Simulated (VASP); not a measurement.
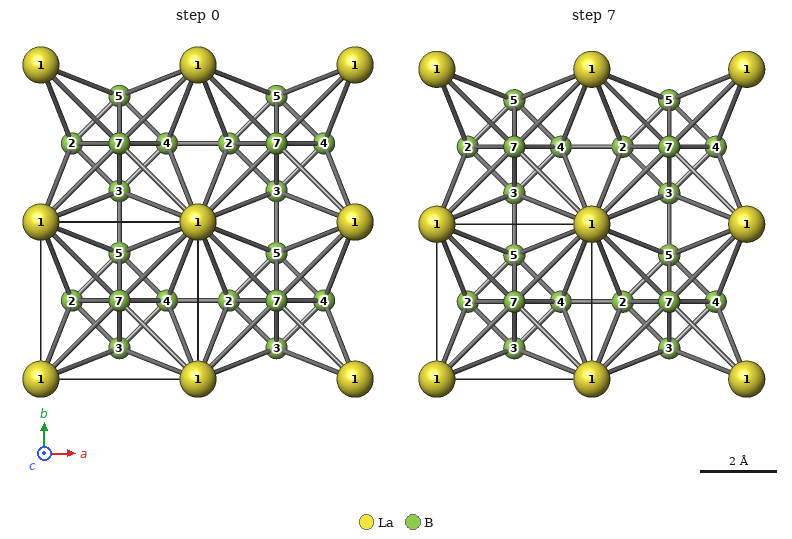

The structure of solid LaB₆ (set up in Pm-3m) before (left) and after (right) a relaxation, at one scale.

The picture is a ball-and-stick view of the cell of the calculation, repeated 2 × 2 × 1 with one cell outlined, seen along the c axis.

The run lets cell and atoms move.

Computed with VASP, Kohn-Sham DFT of a periodic cell, LDA, VASP PAW LDA potentials, recommended.

Input
```
PREC = Accurate ; ENCUT = 600
EDIFF = 1E-6 ; ISMEAR = 1
SIGMA = 0.1 ; LREAL = False
LASPH = True ; NELM = 80
ALGO = Normal ; ISIF = 3
LWAVE = False ; LCHARG = False
GGA = CA ; IBRION = 2
NSW = 90 ; EDIFFG = -0.01
KPAR = 2
```

Run as
```bash
cat potpaw_LDA.64/La/POTCAR potpaw_LDA.64/B/POTCAR > POTCAR
mpirun -np 2 vasp_std > vasp.out
```

Question: What changed between the two?

Answer: Over 7 geometry steps the energy falls by 13.9 meV per atom. The largest force component goes from 0.74 to 0.0045 eV/Å. Pressure: −7.84 GPa at the start and 0.04 GPa at the end. The largest moves relative to the cell, 0.009 Å, are those of B atoms. La stays in place. Cell: a = b = c 4.157 → 4.099 Å (−1.4 %). Volume −4.1 %. Among the contacts that change: B–La 3.052 → 3.012 Å, B–B 1.778 → 1.740 Å, B–B 1.642 → 1.638 Å. The space group stays Pm-3m (No. 221). At step 1 the optimiser overshot: the energy rose above the start, and later steps came back.
